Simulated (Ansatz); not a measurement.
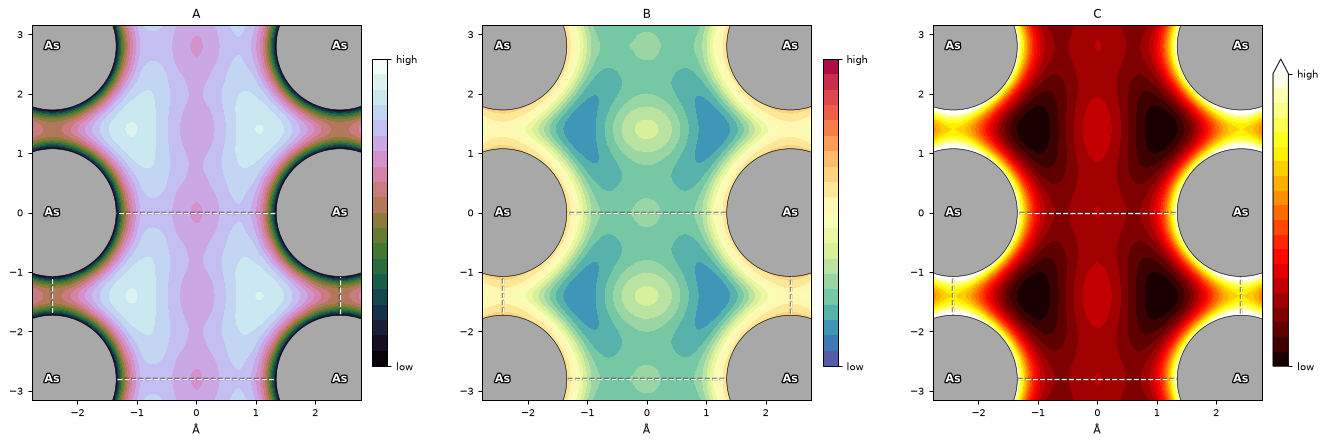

As: 3 fields on the (100) plane of the conventional cell, with unlabelled colour scales. Grey discs cover the atomic cores.

Space group P6/mmm; set up as As, omega (AlB2-type); a generated structure, not necessarily the stable one; changed on purpose from its base cell (volume × 1.0); computed without spin polarisation.

Theory: DFT, r2SCAN, plane waves (500 eV) with PAW, scalar-relativistic in Ansatz.

### Match the panels to the quantities (electron localisation function, electrostatic potential energy of an electron and valence pseudo-density).

Panel A: electrostatic potential energy of an electron (low next to the atoms, rising into the space between them). Panel B: electron localisation function. Panel C: valence pseudo-density. From the grid: As–As (2.80 Å): the density is about 0.3 e/Å³ at the midpoint; the ELF peaks at about 0.65 between the atoms.
